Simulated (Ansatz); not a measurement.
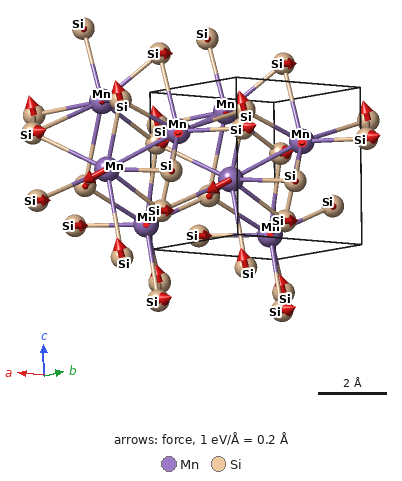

Starting geometry of solid MnSi (set up in P1) (coarse preliminary run) with the computed forces as red arrows. A ball-and-stick model of the cell of the calculation, reduced to other axes, repeated 2 × 1 × 1 with one cell outlined, seen from a free direction. Lengths and directions refer to the drawn axes.

Theory: DFT PBE, scalar-relativistic, plane waves, PAW (Ansatz). (plane-wave cutoff 420 eV; k-point mesh 6 × 6 × 6; occupations gaussian; smearing width 0.2 eV; collinear spin; cell and atoms relaxed; force threshold 0.025 eV/Å; at most 60 steps)

> What follows when this structure is relaxed?

It isn't relaxed: the largest force vector, on a Mn atom, is 4.28 eV/Å. The atoms end up moving mostly along the starting forces (cosine between the two patterns 0.89). Over 3 accepted moves (4 points after the start) the energy falls by 180 meV per atom. The largest force component goes from 2.9 to 0.0067 eV/Å. Pressure: −0.97 GPa at the start and −0.05 GPa at the end. At 1 point the geometry stayed and the basis and grid were re-selected for the new cell (energy shift of 0.1 meV per atom at most each time). The largest move relative to the cell is that of a Mn atom, 0.28 Å along [3 −3 −2]. By element the largest moves are Mn 0.28 Å, Si 0.25 Å. The drawn cell changes as follows: a 4.503 → 4.517 Å (+0.3 %), b 4.534 → 4.517 Å (−0.4 %), c 4.702 → 4.517 Å (−3.9 %), α 89.9° → 90.0°, β 89.3° → 90.0°, γ 89.4° → 90.0°; the volume changes by −4.0 %. Some distances before and after: Si–Si 3.122 → 2.792 Å, Mn–Si 2.840 → 2.525 Å, Mn–Si 2.678 → 2.373 Å, Mn–Mn 2.476 → 2.770 Å. The space group (tolerance 0.01 Å) goes from P1 (No. 1) to P2_13 (No. 198).
